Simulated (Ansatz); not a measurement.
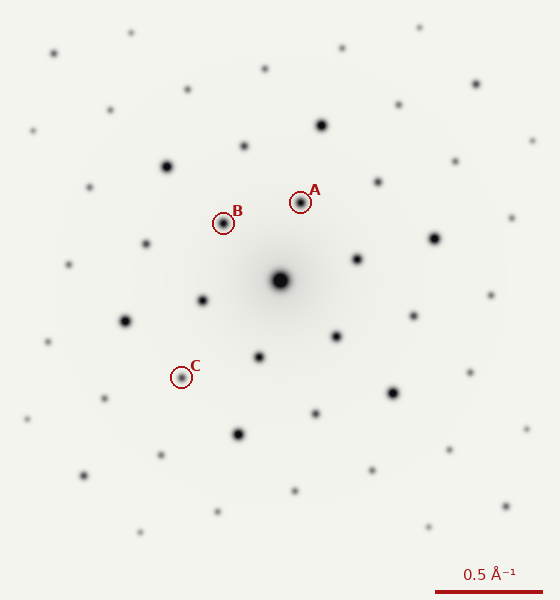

Kinematic zone-axis pattern, calculated for 100 keV electrons with B = 0.5 Å². The zone axis points towards the electron source and the pattern is seen from the source side.

The sample is Ti, space group R-3m (No. 166), a = 5.316 Å, c = 28.602 Å (hexagonal axes). Structure: the geometry relaxed with DFT PBEsol, scalar-relativistic, plane waves, PAW (Ansatz 0.2.0); the starting structure was generated, so it need not be a known form of this composition.

```
atom  site  symmetry       x       y       z
  Ti   18h        .m  0.8341  0.1659  0.2131
  Ti   18h        .m  0.1683  0.8317  0.0415
```

Spot A is indexed -2 1 0 and spot B -1 -1 0.

Question: What are the indices of the remaining marked spot?

Answer: C = −2A + B = 3 -3 0 (d = 1.535 Å).

Question: Which zone axis is this?

Answer: The cross product of A and B is parallel to [001]; every spot obeys hu + kv + lw = 0.

Question: What are the spacings of A and B and the angle between them?

Answer: d(A) = 2.658 Å, d(B) = 2.658 Å, and the angle is 60.0°.
